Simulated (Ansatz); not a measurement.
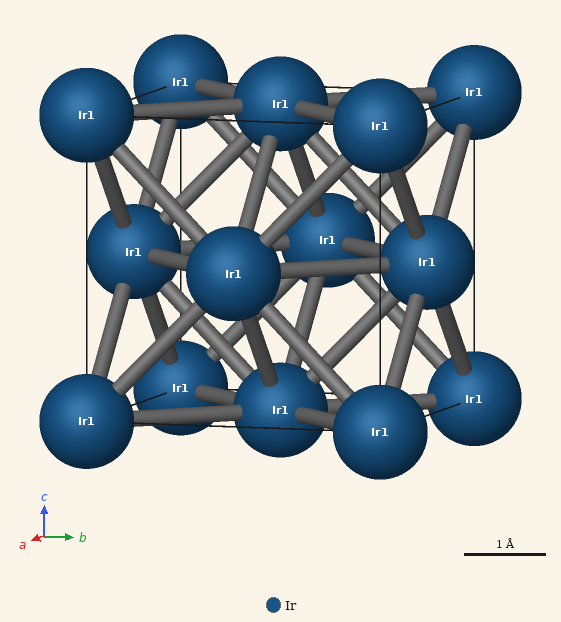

Figure 1. The structure (ball-and-stick view of the cell 4 times as large as that of the calculation, set on its symmetry axes, seen slightly off an axis; atoms are numbered from 1 in the order of the input). An atom can appear more than once, as a periodic image. Near neighbours in the periodic cell (some may lie outside the picture): Ir has 12 Ir at 2.70 Å.

**From Ir to Rh**

System: Ir (1 atom in the cell).
Method of run 1: DFT PBE, scalar-relativistic, plane waves, PAW, no spin polarisation (Ansatz 0.2.0).
System of run 2: Rh (1 atom in the cell).

On run 1: The structure was made by swapping elements on the sites of another compound; it need not be a known phase. On run 2: The structure derives from a Materials Project entry. Text and figures count atoms from 1; the logs count them from 0 in places.

Input file, run 1:
```yaml
crystal:
  lattice:
    - [0.0, 1.9057899381, 1.9057899381]
    - [1.9057899381, 0.0, 1.9057899381]
    - [1.9057899381, 1.9057899381, 0.0]
  atoms:
    - { symbol: Ir, position: [0.0, 0.0, 0.0] }
basis:
  ecutwfc: 420
kpoints:
  mp_grid: { grid: [8, 8, 8] }
hamiltonian:
  xc: pbe
scf:
  occupations: { method: gaussian, width: 0.1 }
output:
  forces: true
  stress: true
  eigenvalues: true
```

Launched with:
```bash
ansatz run input.yaml --threads 1 --pin off --max-ram 2560MiB --backend cpu --events-out ev --progress --plain --runs-dir out
```

Hardware: 1 thread of Arm Neoverse V1, 24 GiB of memory available, shared host.

Output, shortened to warnings, some set-up lines, iterations and results (run 1):
```
Basis set: ecut = 420 eV, 283 PW (Γ), exchange–correlation on 40×40×40 points (8 copies of the dense FFT grid, shifted against one another)
Symmetry: 48 space group operations
k-points: 29 of 512
Initial density: superposition of atomic densities (neutral atoms: chi_scale 0, normalization atom), corrected by the library's trained network
[...]
SCF iter   1: F=—  HF=-11935.199062 eV  |F-HF|=—  |Δ(HF+E_count)|=         —  Δρ=7.24e-3  dr2=1.30e-3  ethr=1.77e-3  ⟨swp⟩=5.0  Hψ=1899  notcnv=0
SCF iter   2: F=—  HF=-11935.199407 eV  |F-HF|=—  |Δ(HF+E_count)|=   3.45e-4  Δρ=3.38e-3  dr2=2.50e-4  ethr=7.66e-6  ⟨swp⟩=2.0  Hψ=690  notcnv=0
SCF iter   3: F=—  HF=-11935.199630 eV  |F-HF|=—  |Δ(HF+E_count)|=   2.24e-4  Δρ=6.01e-4  dr2=2.85e-5  ethr=1.47e-6  ⟨swp⟩=2.7  Hψ=497  notcnv=0
SCF iter   4: F=—  HF=-11935.199628 eV  |F-HF|=—  |Δ(HF+E_count)|=   2.52e-6  Δρ=1.03e-4  dr2=4.07e-7  ethr=1.68e-7  ⟨swp⟩=2.4  Hψ=538  notcnv=0
SCF iter   5: F=-11935.199628 eV  HF=-11935.199628 eV  |F-HF|=1.99e-9  |Δ(HF+E_count)|=   4.58e-7  Δρ=1.39e-5  dr2=9.41e-9  ethr=2.39e-9  ⟨swp⟩=2.0  Hψ=494  notcnv=0
SCF iter   6: F=-11935.199628 eV  HF=-11935.199628 eV  |F-HF|=7.57e-10  |Δ(HF+E_count)|=  9.30e-10  Δρ=4.65e-6  dr2=1.52e-9  ethr=5.54e-11  ⟨swp⟩=3.0  Hψ=1240  notcnv=0
SCF 1 converged in 6 iterations: F = -11935.199628 eV  dr2 = 1.52e-9
SCF converged after 6 iterations
Free energy (F): -11935.199628 eV
Harris-Foulkes:  -11935.199628 eV  (|F-HF|=7.57e-10)
Internal energy: -11935.191273 eV  (E = F + TS)
E sigma→0 (E₀):  -11935.195450 eV
Entropy (-TS):   -0.008356 eV (-8.356 meV/atom)
Fermi energy:    26.595716 eV
--- Per-component energies (eV) ---
  E_band       = -71.835918
  E_kinetic    = 624.748710
  E_local      = -1038.891440  (includes V_loc(G=0)·N_el)
  E_nonlocal   = 72.725768
  E_hartree    = 401.339646
  E_xc         = -268.657611
  E_vxc        = -301.032564  (∫ρ·V_xc dr)
  E_paw        = -9223.571390  (= ΣΔE_a)
  E_vpaw       = -232.066808  (= ΣTr[D̂ρ^β])
  E_aug_tail   = 0.000053  (compensation charges beyond the density's cutoff)
  E_ewald      = -2502.885008
  E_smearing   = -0.008356  (= −TS)
  E_closure    = 0.000000  (closes the sum)
  Σ components = -11935.199628   (vs F -11935.199628, Δ=0.00e0)
--- Forces (eV/Å), atoms counted from 1 ---
  atom   1  Ir     0.00000000     0.00000000     0.00000000
  max |Σ_I F_I| component: 1.11e-31 eV/Å
--- Stress (GPa, compression-positive) ---
       19.567960      -0.000000       0.000000
        0.000000      19.567960       0.000000
       -0.000000       0.000000      19.567960
  P = ⅓ Tr σ = 19.5680 GPa (195.680 kbar)
```

The input of run 2 differs as follows (lines with − go, lines with + come):
```diff
-    - [0.0, 1.9057899381, 1.9057899381]
-    - [1.9057899381, 0.0, 1.9057899381]
-    - [1.9057899381, 1.9057899381, 0.0]
+    - [0.0, 1.9029860865, 1.9029860865]
+    - [1.9029860865, 0.0, 1.9029860865]
+    - [1.9029860865, 1.9029860865, 0.0]
-    - { symbol: Ir, position: [0.0, 0.0, 0.0] }
+    - { symbol: Rh, position: [0.0, 0.0, 0.0] }
```

Predict how the results change.

The total energies belong to different systems, so their difference says nothing on which is more stable or more accurate. The pressure goes from 19.57 to 5.92 GPa. The volume per atom goes from 13.84 to 13.78 Å³. The number of SCF iterations is the same.

Output, shortened to warnings, some set-up lines, iterations and results (run 2):
```
Basis set: ecut = 420 eV, 283 PW (Γ), exchange–correlation on 36×36×36 points (8 copies of the dense FFT grid, shifted against one another)
Symmetry: 48 space group operations
k-points: 29 of 512
Initial density: superposition of atomic densities (neutral atoms: chi_scale 0, normalization atom), corrected by the library's trained network
[...]
SCF iter   1: F=—  HF=-6402.857512 eV  |F-HF|=—  |Δ(HF+E_count)|=         —  Δρ=7.34e-3  dr2=2.34e-3  ethr=1.77e-3  ⟨swp⟩=4.9  Hψ=2038  notcnv=0
SCF iter   2: F=—  HF=-6402.857347 eV  |F-HF|=—  |Δ(HF+E_count)|=   1.65e-4  Δρ=3.35e-3  dr2=3.04e-4  ethr=1.38e-5  ⟨swp⟩=2.4  Hψ=777  notcnv=0
SCF iter   3: F=—  HF=-6402.857328 eV  |F-HF|=—  |Δ(HF+E_count)|=   1.94e-5  Δρ=1.66e-3  dr2=5.45e-5  ethr=1.79e-6  ⟨swp⟩=2.6  Hψ=571  notcnv=0
SCF iter   4: F=—  HF=-6402.857341 eV  |F-HF|=—  |Δ(HF+E_count)|=   1.29e-5  Δρ=7.26e-4  dr2=1.11e-5  ethr=3.21e-7  ⟨swp⟩=1.0  Hψ=366  notcnv=0
SCF iter   5: F=—  HF=-6402.857343 eV  |F-HF|=—  |Δ(HF+E_count)|=   2.63e-6  Δρ=1.55e-4  dr2=5.44e-7  ethr=6.51e-8  ⟨swp⟩=1.9  Hψ=583  notcnv=0
SCF iter   6: F=-6402.857343 eV  HF=-6402.857343 eV  |F-HF|=3.14e-10  |Δ(HF+E_count)|=   1.27e-7  Δρ=1.65e-5  dr2=6.16e-9  ethr=5.88e-10  ⟨swp⟩=5.5  Hψ=1846  notcnv=0
SCF 1 converged in 6 iterations: F = -6402.857343 eV  dr2 = 6.16e-9
SCF converged after 6 iterations
Free energy (F): -6402.857343 eV
Harris-Foulkes:  -6402.857343 eV  (|F-HF|=3.14e-10)
Internal energy: -6402.847702 eV  (E = F + TS)
E sigma→0 (E₀):  -6402.852523 eV
Entropy (-TS):   -0.009641 eV (-9.641 meV/atom)
Fermi energy:    22.359520 eV
--- Per-component energies (eV) ---
  E_band       = -85.751428
  E_kinetic    = 573.695953
  E_local      = -1567.148328  (includes V_loc(G=0)·N_el)
  E_nonlocal   = 354.739412
  E_hartree    = 551.459803
  E_xc         = -222.031450
  E_vxc        = -278.750980  (∫ρ·V_xc dr)
  E_paw        = -3586.991196  (= ΣΔE_a)
  E_vpaw       = -271.207363  (= ΣTr[D̂ρ^β])
  E_aug_tail   = 0.000853  (compensation charges beyond the density's cutoff)
  E_ewald      = -2506.572748
  E_smearing   = -0.009641  (= −TS)
  E_closure    = 0.000000  (closes the sum)
  Σ components = -6402.857343   (vs F -6402.857343, Δ=0.00e0)
--- Forces (eV/Å), atoms counted from 1 ---
  atom   1  Rh    -0.00000000    -0.00000000     0.00000000
  max |Σ_I F_I| component: 4.11e-32 eV/Å
--- Stress (GPa, compression-positive) ---
        5.924825      -0.000000       0.000000
        0.000000       5.924825      -0.000000
       -0.000000      -0.000000       5.924825
  P = ⅓ Tr σ = 5.9248 GPa (59.248 kbar)
```

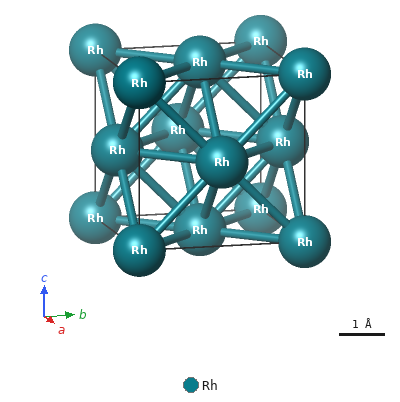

Figure 2. The input structure of run 2 (ball-and-stick view of the cell 4 times as large as that of the calculation, set on its symmetry axes, seen slightly off an axis). An atom can appear more than once, as a periodic image.

The two runs side by side:

| quantity | run 1 | run 2 |
| --- | --- | --- |
| outcome | converged | converged |
| free energy per atom (eV) | −11935.1996 | −6402.8573 |
| energy per atom, smearing taken to zero (eV) | −11935.1955 | −6402.8525 |
| gap on the mesh (eV) | 0.00 | 0.00 |
| pressure (GPa) | 19.57 | 5.92 |
| volume per atom (Å³) | 13.84 | 13.78 |
| largest force (eV/Å) | 0.000 | 0.000 |
| SCF iterations | 6 | 6 |
| irreducible k-points | 29 | 29 |
| plane waves at Γ | 283 | 283 |
| wall time (shared host) | 0.55 s | 0.53 s |

For run 1: Spin–orbit coupling is left out, which matters for Ir. The cell is under a pressure of 19.6 GPa at this level, so it is not at its equilibrium volume. For run 2: The cell is under a pressure of 5.9 GPa at this level, so it is not at its equilibrium volume.
